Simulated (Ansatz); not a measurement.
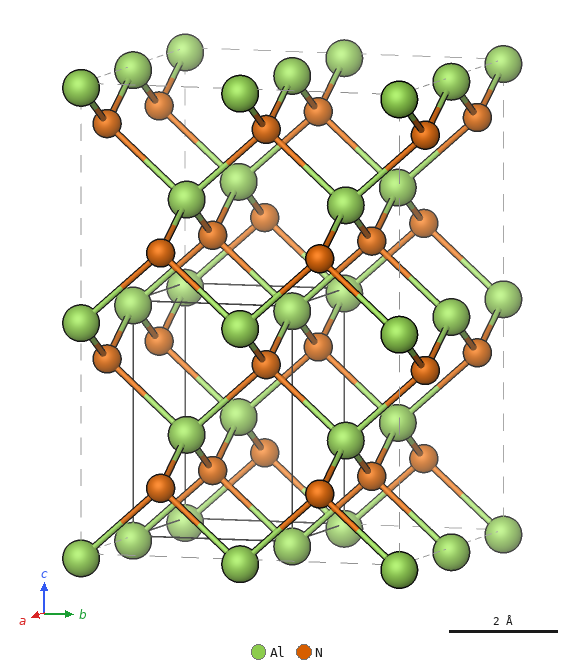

We look at a ball-and-stick model of the crystal slightly off an axis. The conventional unit cell (solid box) is repeated to 2×2×2 cells.

AlN, space group Imm2 (No. 44), a = 3.11 Å, b = 3.11 Å, c = 4.40 Å, α = 90.00°, β = 90.00°, γ = 90.00°.

Computed with Ansatz, DFT PBE, scalar-relativistic, plane waves, PAW. Settings: a basis cut at 420 eV, k-points about 0.25 Å⁻¹ apart, Gaussian smearing of 0.05 eV, no spin polarisation.

Question: Is the electronic structure metallic or gapped?

Answer: A semiconductor at this level, with a gap of 2.67 eV on the k-mesh (the true edges may lie between mesh points, so the gap can be somewhat smaller).

Question: Give the pressure and its sign.

Answer: The computed pressure is 7.8 GPa (compressed: it would expand). The stress isn't hydrostatic: its largest component is 17.6 GPa.

The structure comes from a structure listed in the Materials Project. The cell was then strained or its atoms displaced on purpose. It was run through Ansatz as a DFT input.

At this level of theory the run's own cell isn't at rest (compressed, at 8 GPa and forces up to 3.4 eV/Å), so its distances can differ from those at equilibrium, the more so the softer the solid.
